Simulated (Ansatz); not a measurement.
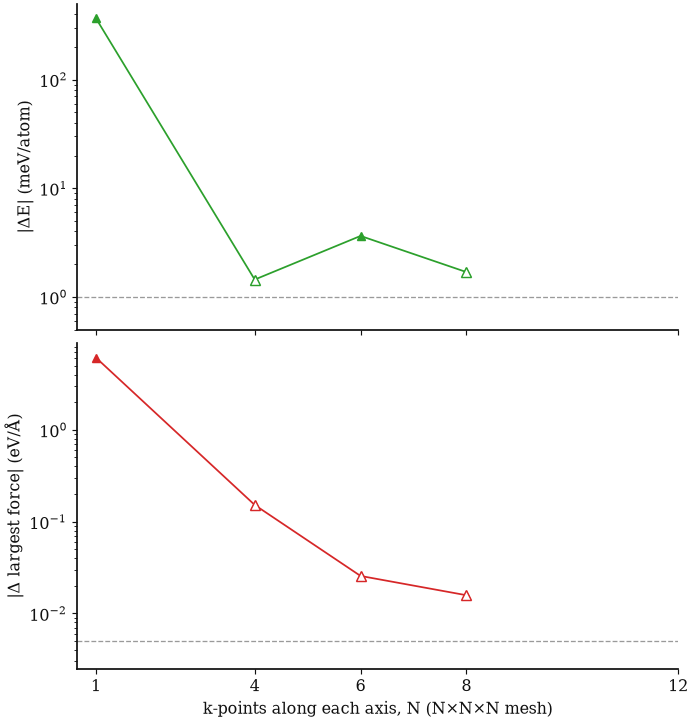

Scan of the k-point mesh.
Ti2C (P1, 3 atoms in the cell); Ansatz 0.2.0, DFT PBEsol, scalar-relativistic, plane waves, PAW; cutoff 420 eV, Gaussian smearing of 0.1 eV.
ΔE is the free energy less its value at the densest setting, 12×12×12.
Dashed lines or grey bands mark the tolerance: 1 meV/atom and 0.005 eV/Å.
On logarithmic panels, open markers lie below the reference value and filled ones above.
The atoms sit off their equilibrium sites.

What is enough for the free energy to 1 meV/atom?

Answer. The free energy at the last setting but one, 8×8×8, is still more than 1 meV/atom from the densest setting's value, so the scan doesn't show it converged. It is off by 370 meV/atom at 1×1×1, 3.6 meV/atom at 6×6×6 and 1.7 meV/atom at 8×8×8 (on both sides of it). The system is metallic at this level, and the Fermi surface makes the k-point sum converge slowly and unevenly.

How does the largest force behave (tolerance 0.005 eV/Å)?

Answer. The largest force at the last setting but one, 8×8×8, is still more than 0.005 eV/Å from the densest setting's value, so the scan doesn't show it converged. It is off by 6.1 eV/Å at 1×1×1, 0.026 eV/Å at 6×6×6 and 0.016 eV/Å at 8×8×8 (on both sides of it).
